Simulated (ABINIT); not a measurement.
**Positron calculation of GaAs (part 2 of 2)**

Continued. System: GaAs (F-43m, 2 atoms in the cell). Method: Kohn-Sham DFT of a periodic cell, PBEsol, JTH PAW PBE v2.0, no spin polarisation (ABINIT 10.8.3); cutoff 462.59 eV, 6×6×6 k-mesh, fermi-dirac of 0.05 eV. The structure derives from an entry of the Crystallography Open Database.

Geometry of the input (Å; fractional positions):
```
0.0000  2.8305  2.8305
2.8305  0.0000  2.8305
2.8305  2.8305  0.0000
As 0.7500  0.7500  0.7500
Ga 0.0000  0.0000  0.0000
```

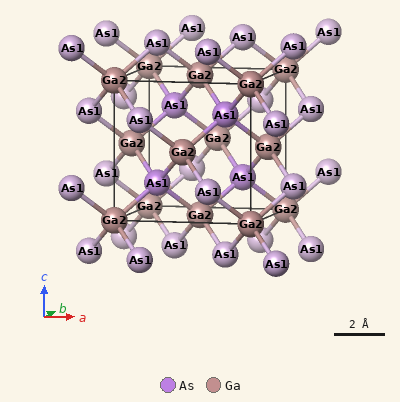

The structure as given in the input (ball-and-stick view of the cell 4 times as large as that of the calculation, set on its symmetry axes, seen slightly off an axis; neighbours outside the cell are drawn fainter; atoms are numbered from 1 in the order of the input).

**What the program printed, continued**
```
 cartesian coordinates (angstrom) at end:
    1      4.24581898219601     4.24581898219601     4.24581898219601
    2      0.00000000000000     0.00000000000000     0.00000000000000

 cartesian forces (hartree/bohr) at end:
    1      0.00000000000000     0.00000000000000    -0.00000000000000
    2     -0.00000000000000    -0.00000000000000     0.00000000000000
 frms,max,avg= 1.5061416E-30 2.3596703E-30   0.000E+00  0.000E+00  0.000E+00 h/b

 cartesian forces (eV/Angstrom) at end:
    1      0.00000000000000     0.00000000000000    -0.00000000000000
    2     -0.00000000000000    -0.00000000000000     0.00000000000000
 frms,max,avg= 7.7448913E-29 1.2133913E-28   0.000E+00  0.000E+00  0.000E+00 e/A
 length scales=  7.564567115700  7.564567115700  7.564567115700 bohr
              =  4.002996525259  4.002996525259  4.002996525259 angstroms
 Fermi (or HOMO) energy (hartree) =   0.16450   Average Vxc (hartree)=  -0.33768
 Eigenvalues (hartree) for nkpt=  16  k points:
 kpt#   1, nband= 18, wtk=  0.00463, kpt=  0.0000  0.0000  0.0000 (reduced coord)
  -1.13366   -1.13366   -1.13366   -1.13337   -1.13337   -0.38649   -0.38649   -0.38649
  -0.38367   -0.38367   -0.31173    0.15606    0.15606    0.15606    0.17089    0.29153
   0.29153    0.29153
      occupation numbers for kpt#   1
   2.00000    2.00000    2.00000    2.00000    2.00000    2.00000    2.00000    2.00000
   2.00000    2.00000    2.00000    1.98004    1.98004    1.98004    0.06004    0.00000
   0.00000    0.00000
 prteigrs : prtvol=0 or 1, do not print more k-points.

--- !EnergyTerms
iteration_state     : {dtset: 1, }
comment             : Components of total free energy in Hartree
kinetic             :  8.87190395635533E+00
hartree             :  6.17755600336597E+01
xc                  : -3.73275823569125E+00
Ewald energy        : -9.90469171206214E+01
psp_core            :  4.30436117351717E+00
local_psp           : -1.63179209525138E+02
PAW spherical_terms : -1.91901001206675E+00
internal            : -1.92926069729985E+02
'-kT*entropy'       : -5.16720375490629E-06
total_energy        : -1.92926074897189E+02
total_energy_eV     : -5.24978594094846E+03
...

--- !EnergyTermsDC
iteration_state     : {dtset: 1, }
comment             : '"Double-counting" decomposition of free energy'
band_energy         : -1.54975649242333E+01
Ewald energy        : -9.90469171206214E+01
psp_core            :  4.30436117351717E+00
xc_dc               : -6.07120739140664E+01
PAW spherical_terms : -2.19738743481147E+01
internal            : -1.92926069133519E+02
'-kT*entropy'       : -5.16720375490629E-06
total_energy_dc     : -1.92926074300722E+02
total_energy_dc_eV  : -5.24978592471778E+03
...

--- !EnergyTermsWithPAWCore
iteration_state     : {dtset: 1, }
comment             : 'Components of total free energy, including PAW core contributions'
Total energy        : -4.20200007322443E+03
Total energy DC     : -4.20200007262796E+03
Total energy (eV)   : -1.14342246998150E+05
Total energy DC (eV): -1.14342246981920E+05
...

 Cartesian components of stress tensor (hartree/bohr^3)
  sigma(1 1)= -5.25608665E-07  sigma(3 2)=  0.00000000E+00
  sigma(2 2)= -5.25608665E-07  sigma(3 1)=  0.00000000E+00
  sigma(3 3)= -5.25608665E-07  sigma(2 1)=  0.00000000E+00

-Cartesian components of stress tensor (GPa)         [Pressure=  1.5464E-02 GPa]
- sigma(1 1)= -1.54639408E-02  sigma(3 2)=  0.00000000E+00
- sigma(2 2)= -1.54639408E-02  sigma(3 1)=  0.00000000E+00
- sigma(3 3)= -1.54639408E-02  sigma(2 1)=  0.00000000E+00

================================================================================
== DATASET  2 ==================================================================

--- !DatasetInfo
iteration_state: {dtset: 2, }
dimensions: {natom: 2, nkpt: 1, mband: 1, nsppol: 1, nspinor: 1, nspden: 1, mpw: 483, }
cutoff_energies: {ecut:  17.0, pawecutdg:  34.0, }
electrons: {nelect:   1.00000000E+00, charge:   0.00000000E+00, occopt:   2.00000000E+00, tsmear:   1.00000000E-02, }
meta: {optdriver: 0, ionmov: 0, optcell: 0, iscf: 17, paral_kgb: 0, }
...

 mkfilename : getden/=0, take file _DEN from output of DATASET   1.

 Real(R)+Recip(G) space primitive vectors, cartesian coordinates (Bohr,Bohr^-1):
 R(1)=  0.0000000  5.3489567  5.3489567  G(1)= -0.0934762  0.0934762  0.0934762
 R(2)=  5.3489567  0.0000000  5.3489567  G(2)=  0.0934762 -0.0934762  0.0934762
 R(3)=  5.3489567  5.3489567  0.0000000  G(3)=  0.0934762  0.0934762 -0.0934762
 Unit cell volume ucvol=  3.0608161E+02 bohr^3
 Angles (23,13,12)=  6.00000000E+01  6.00000000E+01  6.00000000E+01 degrees

 Coarse grid specifications (used for wave-functions):

 getcut: wavevector=  0.0000  0.0000  0.0000  ngfft=  30  30  30
         ecut(hartree)=     17.000   => boxcut(ratio)=   2.13909

 Fine grid specifications (used for densities):

 getcut: wavevector=  0.0000  0.0000  0.0000  ngfft=  40  40  40
         ecut(hartree)=     34.000   => boxcut(ratio)=   2.01452

--- Pseudopotential description ------------------------------------------------
- pspini: atom type   1  psp file is ./As.GGA_PBE-JTH.xml
 Pseudopotential format is: paw10
 basis_size (lnmax)=  6 (lmn_size= 18), orbitals=   0   0   1   1   2   2
 Spheres core radius: rc_sph= 2.10391912
 Shapefunction is BESSEL type: shapef(r,l)=aa(1,l)*jl(q(1,l)*r)+aa(2,l)*jl(q(2,l)*r)
 Radius for shape functions =  1.70360438
 Compensation charge density is not taken into account in XC energy/potential

- pspini: atom type   2  psp file is ./Ga.GGA_PBE-JTH.xml
 Pseudopotential format is: paw10
 basis_size (lnmax)=  6 (lmn_size= 18), orbitals=   0   0   1   1   2   2
 Spheres core radius: rc_sph= 2.10359248
 Shapefunction is BESSEL type: shapef(r,l)=aa(1,l)*jl(q(1,l)*r)+aa(2,l)*jl(q(2,l)*r)
 Radius for shape functions =  1.80829011
 Compensation charge density is not taken into account in XC energy/potential

--------------------------------------------------------------------------------

================================================================================

--- !BeginCycle
iteration_state: {dtset: 2, }
solver: {iscf: 17, nstep: 80, nline: 4, wfoptalg: 10, }
tolerances: {toldfe: 1.00E-09, }
...

     iter   Etot(hartree)      deltaE(h)  residm     nres2
 ETOT  1  -192.63145793917    -1.926E+02 1.087E+00 1.739E-01
 ETOT  2  -192.79962202893    -1.682E-01 5.456E-01 1.518E-01
 ETOT  3  -192.82979089249    -3.017E-02 9.795E-02 8.065E-02
 ETOT  4  -192.84068303420    -1.089E-02 1.319E-01 7.024E-03
 ETOT  5  -192.84809476872    -7.412E-03 5.382E-02 2.367E-03
 ETOT  6  -192.85325047143    -5.156E-03 6.658E-02 7.996E-04
 ETOT  7  -192.85702624920    -3.776E-03 2.982E-02 3.660E-04
 ETOT  8  -192.85987651954    -2.850E-03 3.523E-02 2.262E-05
 ETOT  9  -192.86201685933    -2.140E-03 1.796E-02 8.988E-04
 ETOT 10  -192.86373059869    -1.714E-03 2.081E-02 3.466E-03
[... 44 further cycles ...]
 ETOT 55  -193.33525197081    -1.846E-08 2.311E-07 1.753E-06
 ETOT 56  -193.33525198300    -1.219E-08 1.589E-07 2.125E-06
 ETOT 57  -193.33525199109    -8.088E-09 1.050E-07 1.978E-06
 ETOT 58  -193.33525199649    -5.398E-09 7.293E-08 1.456E-06
 ETOT 59  -193.33525200011    -3.624E-09 4.869E-08 1.604E-06
 ETOT 60  -193.33525200256    -2.450E-09 3.407E-08 7.256E-07
 ETOT 61  -193.33525200423    -1.661E-09 2.292E-08 1.562E-07
 ETOT 62  -193.33525200536    -1.132E-09 1.614E-08 2.268E-07
 ETOT 63  -193.33525200613    -7.743E-10 1.093E-08 2.962E-07
 ETOT 64  -193.33525200666    -5.320E-10 7.742E-09 2.063E-08

 At SCF step   64, etot is converged :
  for the second time, diff in etot=  5.320E-10 < toldfe=  1.000E-09

--- !ResultsGS
iteration_state: {dtset: 2, }
comment   : Summary of ground state results
lattice_vectors:
- [  0.0000000,   5.3489567,   5.3489567, ]
- [  5.3489567,   0.0000000,   5.3489567, ]
- [  5.3489567,   5.3489567,   0.0000000, ]
lattice_lengths: [   7.56457,    7.56457,    7.56457, ]
lattice_angles: [ 60.000,  60.000,  60.000, ] # degrees, (23, 13, 12)
lattice_volume:   3.0608161E+02
convergence: {deltae: -5.320E-10, res2:  2.063E-08, residm:  7.742E-09, diffor:  0.000E+00, }
etotal    :  -1.93335252E+02
entropy   :   0.00000000E+00
fermie    :  -4.09177706E-01
cartesian_stress_tensor: null
pressure_GPa: null
xred      :
- [  7.5000E-01,   7.5000E-01,   7.5000E-01, As]
- [  0.0000E+00,   0.0000E+00,   0.0000E+00, Ga]
cartesian_forces: null
force_length_stats: {min: null, max: null, mean: null, }
...

 Integrated electronic density in atomic spheres:
 ------------------------------------------------
 Atom  Sphere_radius  Integrated_density
    1        2.10392          0.02516960
    2        2.10359          0.02139077

--------------------------------------------------------------------------------
 Results for electron-positron annihilation:

 # Zero-positron density limit of Arponen and Pajanne fitted by Sterne & Kaiser
   Ref.: P.A. Sterne and J.H. Kaiser, Phys. Rev. B 43, 13892 (1991)
 # Enhancement factor of Sterne & Kaiser
   Ref.: P.A. Sterne and J.H. Kaiser, Phys. Rev. B 43, 13892 (1991)

 Positron lifetime                         (ps)   =  2.32672100E+02
 Positron lifetime with IPM for core elec. (ps)   =  2.33566955E+02
 Annihilation rate                         (ns-1) =  4.29789390E+00
 Annihilation rate with IPM for core elec. (ns-1) =  4.28142756E+00

 Annihilation rate core/valence decomposition:
   Core    contribution to ann.rate          (ns-1) =  1.71775432E-01
   Valence contribution to ann.rate          (ns-1) =  4.12611847E+00
   Core    contribution to ann.rate with IPM (ns-1) =  1.47512056E-01
   Valence contribution to ann.rate with IPM (ns-1) =  4.13391551E+00

 Annihilation rate PAW decomposition:
   Plane-wave contribution to ann.rate          (ns-1) =  4.13118390E+00
   Plane-wave valence contribution to ann.rate  (ns-1) =  4.12065067E+00
   On-site core contribution to ann.rate        (ns-1) =  1.61242206E-01
   On-site valence contribution to ann.rate     (ns-1) =  5.46779091E-03
   Plane-wave contribution to ann.rate with IPM (ns-1) =  4.12738975E+00
   Plane-wave core contrb. to ann.rate with IPM (ns-1) =  3.39356383E-03

      (*) IPM=Independent particle Model

================================================================================

 ----iterations are completed or convergence reached----

 Mean square residual over all n,k,spin=   77.418E-10; max=  77.418E-10
 reduced coordinates (array xred) for    2 atoms
       0.750000000000      0.750000000000      0.750000000000
       0.000000000000      0.000000000000      0.000000000000
 rms dE/dt=  0.0000E+00; max dE/dt=  0.0000E+00; dE/dt below (all hartree)
    1       0.000000000000      0.000000000000      0.000000000000
    2       0.000000000000      0.000000000000      0.000000000000

 cartesian coordinates (angstrom) at end:
    1      4.24581898219601     4.24581898219601     4.24581898219601
    2      0.00000000000000     0.00000000000000     0.00000000000000
 length scales=  7.564567115700  7.564567115700  7.564567115700 bohr
              =  4.002996525259  4.002996525259  4.002996525259 angstroms
 Fermi (or HOMO) energy (hartree) =  -0.40918   Average Vxc (hartree)=  -0.31398
 Eigenvalues (hartree) for nkpt=   1  k points:
 kpt#   1, nband=  1, wtk=  1.00000, kpt=  0.0000  0.0000  0.0000 (reduced coord)
  -0.40918

--- !EnergyTerms
iteration_state     : {dtset: 2, }
comment             : Components of total free energy in Hartree
kinetic             :  1.16422641042921E-01
local_psp           : -1.22513253572087E+00
PAW spherical_terms : -2.30194398929117E-02
positronic          : -1.13172933457084E+00
electronic          : -1.92926074300722E+02
electron_positron_interaction:  7.22552893881716E-01
total_energy        : -1.93335250741411E+02
total_energy_eV     : -5.26092018288813E+03
...

--- !EnergyTermsDC
iteration_state     : {dtset: 2, }
comment             : '"Double-counting" decomposition of free energy'
band_energy         : -4.09177705940974E-01
PAW spherical_terms :  0.00000000000000E+00
electron_positron_dc: -7.22552893882678E-01
positronic          : -1.13173059982363E+00
electronic          : -1.92926074300722E+02
electron_positron_interaction:  7.22552893881716E-01
total_energy_dc     : -1.93335252006664E+02
total_energy_dc_eV  : -5.26092021731741E+03
...

== END DATASET(S) ==============================================================
================================================================================

 -outvars: echo values of variables after computation  --------
            acell      7.5645671157E+00  7.5645671157E+00  7.5645671157E+00 Bohr
           etotal1    -1.9292607430E+02
           etotal2    -1.9333525201E+02
            fcart1     7.8655677990E-31  7.8655677990E-31 -2.3596703397E-30
                      -7.8655677990E-31 -7.8655677990E-31  2.3596703397E-30
            fcart2     9.9999999999E+99  9.9999999999E+99  9.9999999999E+99
                       9.9999999999E+99  9.9999999999E+99  9.9999999999E+99
            rprim      0.0000000000E+00  7.0710678120E-01  7.0710678120E-01
                       7.0710678120E-01  0.0000000000E+00  7.0710678120E-01
                       7.0710678120E-01  7.0710678120E-01  0.0000000000E+00
           strten1    -5.2560866486E-07 -5.2560866487E-07 -5.2560866486E-07
                       0.0000000000E+00  0.0000000000E+00  0.0000000000E+00
           strten2     9.9999999999E+99  9.9999999999E+99  9.9999999999E+99
                       9.9999999999E+99  9.9999999999E+99  9.9999999999E+99
           xangst      4.2458189822E+00  4.2458189822E+00  4.2458189822E+00
                       0.0000000000E+00  0.0000000000E+00  0.0000000000E+00
             xred      7.5000000000E-01  7.5000000000E-01  7.5000000000E-01
                       0.0000000000E+00  0.0000000000E+00  0.0000000000E+00
 Calculation completed.
```

**Summary**

| quantity | value |
| --- | --- |
| outcome | converged |
| space group (tolerance 0.01 Å) | F-43m (216) |
| electrons treated | 28 |
| free energy | −5249.7859 eV |
| positron lifetime (one of the program's estimates) | 232.7 ps |
| Fermi energy | 4.476 eV |
| gap on the k-point mesh | 0.40 eV |
| pressure | 0.02 GPa |
| largest force (length of the vector) | under 0.001 eV/Å |
| hardware | 1 thread of Arm Neoverse V1, 24 GiB of memory available, shared host |
| wall time | 14 s |
| peak memory | 0.1 GiB |

**Remarks**

Points of doubt noted for this run: PAW basis incomplete for positron.
